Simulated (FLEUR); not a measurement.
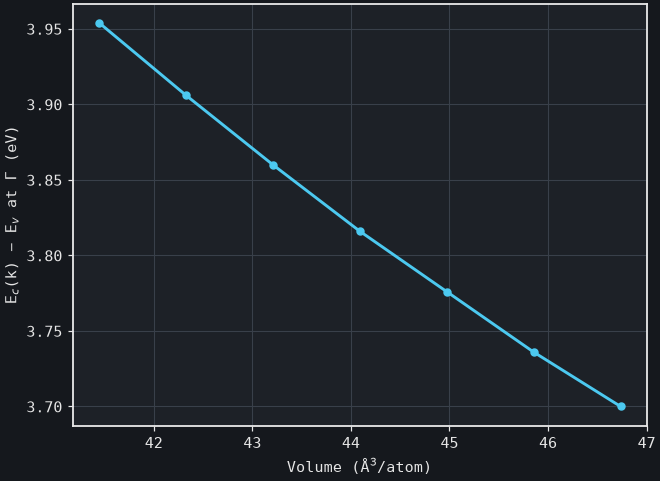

Lowest conduction level at Γ, counted from the valence-band top at Γ.

System: rocksalt KI, space group Fm-3m (No. 225), 2 atoms in the primitive cell. The cell is scaled uniformly. Computed with FLEUR MaX-R8.1 (later development tree): PBEsol, all-electron, no spin polarisation, no spin-orbit coupling, 7×7×7 k mesh, Fermi-Dirac smearing of 0.05 eV.

Q: How does this level move from 41.45 Å³/atom to 46.74 Å³/atom?

A: Γ falls by 0.25 eV.

Q: What is the deformation potential dE/d ln V?

A: A straight line against ln V has a slope of −2.1 eV at Γ.

The values:
| volume | Γ (eV) |
| --- | --- |
| 41.45 Å³/atom | 3.95 |
| 42.33 Å³/atom | 3.91 |
| 43.21 Å³/atom | 3.86 |
| 44.09 Å³/atom | 3.82 |
| 44.97 Å³/atom | 3.78 |
| 45.85 Å³/atom | 3.74 |
| 46.74 Å³/atom | 3.70 |

Spin-orbit coupling is left out, which matters for I. LDA, GGA and most meta-GGA functionals understate gaps.
